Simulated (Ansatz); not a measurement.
Start from this file.

```
Al Cu
1.0
     3.88912    0.00000    0.00000
     0.00000    3.88912    0.00000
     0.00000    0.00000    3.88912
Al Cu
3 1
Direct
  0.00000 0.50000 0.50000
  0.50000 0.00000 0.50000
  0.50000 0.50000 0.00000
  0.00000 0.00000 0.00000
```

What would you see if this were drawn?

The formula is Al$_{3}$Cu. Symmetry: Pm-3m (No. 221), primitive cubic lattice. It belongs to the family called Cu₃Au (L1₂) type. In the cell are 3 Al, 1 Cu, which makes 1 formula unit. Al bonds to eight Al and four Cu in a cuboctahedral arrangement (2.75 Å to Al, 2.75 Å to Cu). The neighbours of Cu are twelve Al in a cuboctahedral arrangement at 2.75 Å. The bonds build a three-dimensional framework.

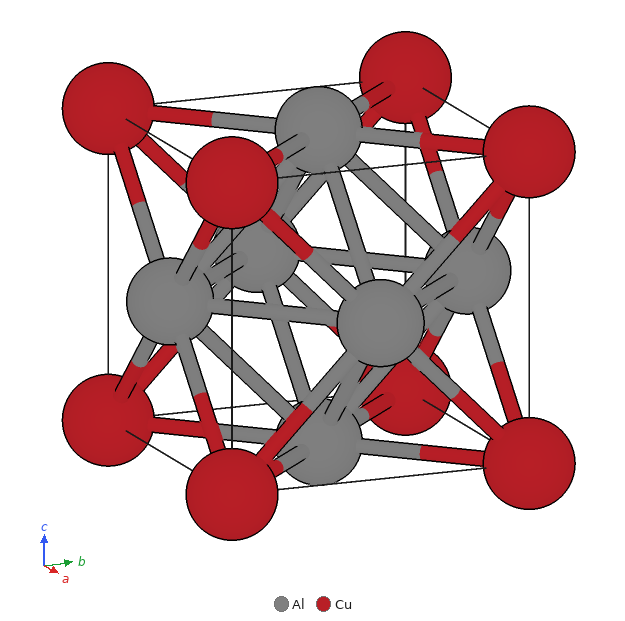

The crystal in a ball-and-stick representation, seen slightly off an axis. The conventional unit cell is drawn as a box.

Origin of the cell: a structure listed in the Materials Project. Earlier steps of the study, as a rule a relaxation of our own, may have changed the cell and positions, so they can lie some per cent off the listed ones. It was run through Ansatz as a DFT input.
